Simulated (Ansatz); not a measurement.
# Run report: Bi2Se3, single-point calculation (part 2 of 2)

Continued. System: Bi2Se3 (R-3m, 5 atoms in the cell). Method: DFT, HSE06, plane waves, PAW, no spin polarisation (Ansatz 0.2.0); cutoff 420 eV, 4×4×4 k-mesh, fixed occupations. The structure was built on a prototype by a generator. The geometry comes from this level: r2scan-rvv10.

```
hybrid outer 3: dexx = +7.617e-10 eV, tail = 4.08e-10 eV, Δε = 6.72e-5 eV (about 1.10e-5 eV left of the loop's levels), ΔF = 2.20e-4 eV/Å (tail 1.65e-4)
NSCF: frozen V_eff on 8 k-points
hybrid SCF converged: 3 outer / 18 inner (+5 warm-up), last move |dexx| = 7.62e-10 eV, tail = 4.08e-10 eV
Stability not checked: this state was not tested for a lower state beside it, because the functional holds exact exchange (a hybrid, or Hartree-Fock), whose exchange loop this test does not read (fock_operator; see scf.lower_state_search)
Free energy (F): -41214.010505 eV
Frozen-core exchange: fock
Harris-Foulkes:  -41214.010505 eV  (|F-HF|=7.28e-12)
Internal energy: -41214.010505 eV  (E = F + TS)
E sigma→0 (E₀):  -41214.010505 eV
Fermi energy:    8.332192 eV
--- Per-component energies (eV) ---
  E_band       = -1562.713501
  E_kinetic    = 951.539307
  E_local      = -10564.823794  (includes V_loc(G=0)·N_el)
  E_nonlocal   = -661.347255
  E_hartree    = 4704.995968
  E_xc         = -494.866088
  E_vxc        = -466.885670  (∫ρ·V_xc dr)
  E_exx        = -274.208610  (= α·E_x^exact, valence–valence)
  E_paw        = -26914.202704  (= ΣΔE_a)
  E_vpaw       = 317.232141  (= ΣTr[D̂ρ^β])
  E_aug_tail   = -0.002609  (compensation charges beyond the density's cutoff)
  E_ewald      = -7958.184685
  E_core_change = -2.910036  (= ΣΔE_core)
  E_smearing   = -0.000000  (= −TS)
  E_closure    = -0.000000  (closes the sum)
  Σ components = -41214.010505   (vs F -41214.010505, Δ=7.28e-12)
--- Forces (eV/Å), atoms counted from 1 ---
  atom   1  Bi    -0.00000000    -0.00000000     0.07617128
  atom   2  Bi     0.00000000     0.00000000    -0.07617128
  atom   3  Se     0.00000000    -0.00000000     0.20362323
  atom   4  Se     0.00000000     0.00000000    -0.20362323
  atom   5  Se     0.00000000     0.00000000    -0.00000000
  max |Σ_I F_I| component: 2.78e-17 eV/Å
--- Stress (GPa, compression-positive) ---
        0.154892       0.000000       0.000000
        0.000000       0.154892      -0.000000
        0.000000      -0.000000       0.055735
  P = ⅓ Tr σ = 0.1218 GPa (1.218 kbar)
--- Band table (eV; the first three rows and the last of 13) ---
  k-point 0: bands = ["-42.8306", "-42.8306", "-42.8305", "-42.8305", "-42.8207", "-42.8207", "-42.8204", "-42.8204", "-42.8152", "-42.8152", "-42.7064", "-42.6965", "-42.6965", "-42.6573", "-42.6573", "-16.7576", "-16.7576", "-16.7547", "-16.7547", "-16.7337", "-16.7312", "-16.7263", "-16.7263", "-16.7233", "-16.7233", "-7.4010", "-6.6469", "-5.6619", "-1.9286", "-0.9195", "6.1112", "6.1448", "6.2881", "6.2881", "6.3942", "6.3942", "6.9960", "6.9960", "8.3322", "9.1247", "10.3379", "10.3379", "11.0916", "11.7074"]
  k-point 1: bands = ["-42.8306", "-42.8305", "-42.8305", "-42.8304", "-42.8208", "-42.8208", "-42.8205", "-42.8204", "-42.8152", "-42.8151", "-42.7064", "-42.6965", "-42.6965", "-42.6572", "-42.6572", "-16.7697", "-16.7651", "-16.7493", "-16.7463", "-16.7334", "-16.7294", "-16.7240", "-16.7226", "-16.7206", "-16.7198", "-6.7923", "-6.1351", "-5.3463", "-2.3396", "-1.6572", "3.8469", "4.4774", "4.9226", "5.2363", "5.8203", "6.5444", "6.9673", "7.0177", "7.8168", "10.0846", "10.9593", "11.1302", "11.8063", "12.2589"]
  k-point 2: bands = ["-42.8306", "-42.8305", "-42.8305", "-42.8303", "-42.8208", "-42.8208", "-42.8205", "-42.8204", "-42.8151", "-42.8151", "-42.7064", "-42.6965", "-42.6965", "-42.6572", "-42.6571", "-16.7832", "-16.7767", "-16.7467", "-16.7418", "-16.7383", "-16.7341", "-16.7146", "-16.7134", "-16.7119", "-16.7110", "-5.4882", "-5.3771", "-5.3743", "-3.2026", "-2.7329", "2.4325", "4.4933", "4.5413", "4.6906", "5.1609", "5.2394", "6.1467", "6.9297", "7.6990", "9.7795", "10.9348", "12.0172", "12.0418", "13.0318"]
  k-point 12: bands = ["-42.8306", "-42.8306", "-42.8305", "-42.8305", "-42.8208", "-42.8208", "-42.8204", "-42.8204", "-42.8152", "-42.8152", "-42.7064", "-42.6965", "-42.6965", "-42.6573", "-42.6573", "-16.7576", "-16.7576", "-16.7547", "-16.7547", "-16.7336", "-16.7314", "-16.7264", "-16.7264", "-16.7233", "-16.7233", "-7.2788", "-6.9186", "-5.4178", "-2.3180", "-0.5605", "5.4500", "6.2086", "6.2086", "6.5820", "6.5820", "6.8594", "6.8594", "6.9552", "7.9158", "9.4138", "10.5760", "10.5760", "11.0200", "11.4283"]
```

**File v_z.tsv**
```
# z_ang	v_es[eV]	v_tot[eV]
# format = ansatz-planar-average/11
# xc	hse06
# density_cutoff_ev	1680
# datasets	Bi=:simpson_from_first_knot:soft:fock:shift=0	Se=:simpson_from_first_knot:soft:fock:shift=0
# lattice	2.071183568	1.195798391	9.754316332
# lattice	-2.071183568	1.195798391	9.754316332
# lattice	0.000000000	-2.391596781	9.754316332
# sites	5
# site	83	0.000000000	0.000000000	11.685989439
# site	83	0.000000000	0.000000000	17.576959557
# site	34	0.000000000	0.000000000	6.265773995
# site	34	0.000000000	0.000000000	22.997175001
# site	34	0.000000000	0.000000000	0.000000000
0.000000	7.908003e0	2.323387e-1
0.334774	7.908435e0	2.393039e-1
0.669549	7.863779e0	2.044748e-1
1.004323	7.716477e0	5.429689e-2
1.339097	7.468924e0	-2.162463e-1
1.673871	7.126928e0	-5.986447e-1
2.008646	6.679395e0	-1.089958e0
2.343420	6.122730e0	-1.678449e0
2.678194	5.457533e0	-2.361386e0
3.012968	4.714261e0	-3.115141e0
3.347743	3.985387e0	-3.857950e0
3.682517	3.350620e0	-4.521556e0
4.017291	2.832864e0	-5.078891e0
4.352065	2.459150e0	-5.485003e0
4.686840	2.252158e0	-5.708941e0
5.021614	2.192319e0	-5.773630e0
5.356388	2.252158e0	-5.708941e0
5.691162	2.459150e0	-5.485003e0
6.025937	2.832864e0	-5.078891e0
6.360711	3.350620e0	-4.521556e0
6.695485	3.985387e0	-3.857950e0
7.030259	4.714261e0	-3.115141e0
7.365034	5.457533e0	-2.361386e0
7.699808	6.122730e0	-1.678449e0
8.034582	6.679395e0	-1.089958e0
8.369356	7.126928e0	-5.986447e-1
8.704131	7.468924e0	-2.162463e-1
9.038905	7.716477e0	5.429689e-2
9.373679	7.863779e0	2.044748e-1
9.708453	7.908435e0	2.393039e-1
```

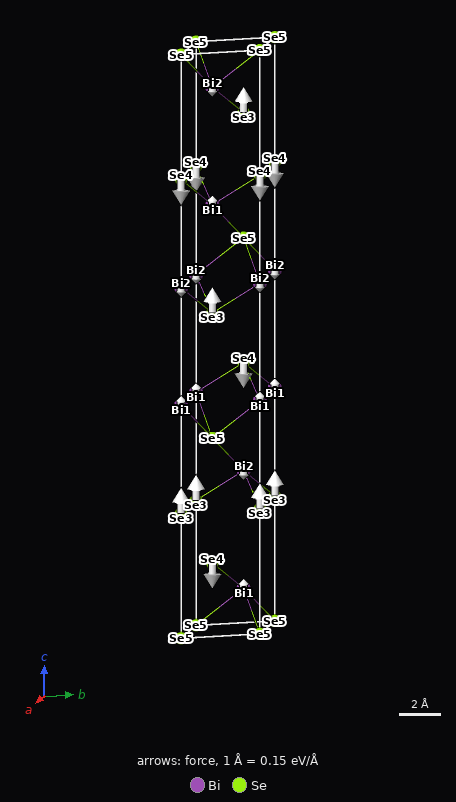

Fig. 1: Forces on the atoms as white arrows (ball-and-stick view of the cell 3 times as large as that of the calculation, set on its symmetry axes, seen slightly off an axis; atoms are numbered from 1 in the order of the input). The largest act on Se3, Se4 (0.20 eV/Å); Bi1, Bi2 (0.08 eV/Å). The geometry is not a stationary point of this energy.

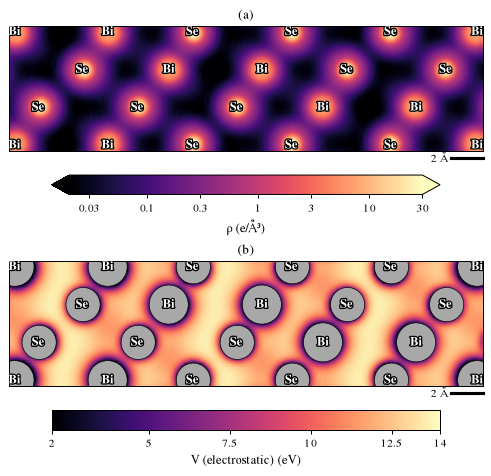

Fig. 2: (a) valence charge density (pseudo); (b) electrostatic potential (local pseudopotential plus Hartree) felt by an electron on the (110) plane of the conventional cell. Grey discs, where drawn, cover atomic cores. The section cuts through Bi and Se sites. Bi–Se (2.85 Å): ρ is about 0.34 e/Å³ halfway. Bi–Se (3.07 Å): ρ is about 0.22 e/Å³ halfway. Away from the nuclei the density in this plane falls to 0.009 e/Å³ at its lowest. Outside the cores the potential energy rises away from the atoms and is highest about 2.2 Å from the nearest atoms; outside the discs it spans about 11 eV, and its zero is arbitrary. Core electrons are frozen (PAW), so the fields are smoothed inside the atomic spheres.

This output came from the following input.

**Input**
```yaml
crystal:
  lattice:
    - [2.0711835682, 1.1957983906, 9.754316332]
    - [-2.0711835682, 1.1957983906, 9.754316332]
    - [0.0, -2.3915967812, 9.754316332]
  atoms:
    - { symbol: Bi, position: [0.3993442165, 0.3993442165, 0.3993442165] }
    - { symbol: Bi, position: [0.6006557835, 0.6006557835, 0.6006557835] }
    - { symbol: Se, position: [0.2141197046, 0.2141197046, 0.2141197046] }
    - { symbol: Se, position: [0.7858802954, 0.7858802954, 0.7858802954] }
    - { symbol: Se, position: [0.0, 0.0, 0.0] }
kpoints:
  mp_grid: { grid: [4, 4, 4] }
  band_path:
    path:
      - [0.0, 0.0, 0.0]
      - [0.5, 0.5, 0.5]
      - [0.8233141806, 0.1766858194, 0.5]
      - [0.5, -0.1766858194, 0.1766858194]
      - [0.5, 0.0, 0.0]
      - [0.3383429097, -0.3383429097, 0.0]
      - [0.6616570903, 0.0, 0.3383429097]
      - [0.5, 0.0, 0.5]
    npoints: 1
hamiltonian:
  xc: hse06
scf:
  occupations: { method: fixed }
  n_extra_bands: 5
output:
  forces: true
  stress: true
  eigenvalues: true
  write_density: true
  write_potential: true
  elf: true
  volumetric_format: npy
```

Launched with:
```bash
ansatz run input.yaml --threads 4 --pin off --max-ram 5529MiB --backend cpu --events-out ev --progress --plain --runs-dir out
```

**Summary**

| quantity | value |
| --- | --- |
| outcome | converged |
| space group (tolerance 0.01 Å) | R-3m (166) |
| electrons treated | 78 |
| free energy | −41214.0105 eV |
| Fermi energy | 8.332 eV |
| gap on the k-point mesh | 0.79 eV |
| pressure | 0.12 GPa |
| largest force (length of the vector) | 0.204 eV/Å |
| hardware | 4 threads of Arm Neoverse V1, 24 GiB of memory available, shared host |
| wall time | 2.6 min (CPU time 9.7 min) |
| peak memory | 2.8 GiB |

**Notes**

The program warns: the exchange loop's threshold is looser than advised for the stress; the SCF threshold is looser than advised for the printed stress. Spin–orbit coupling is left out, which matters for Bi.
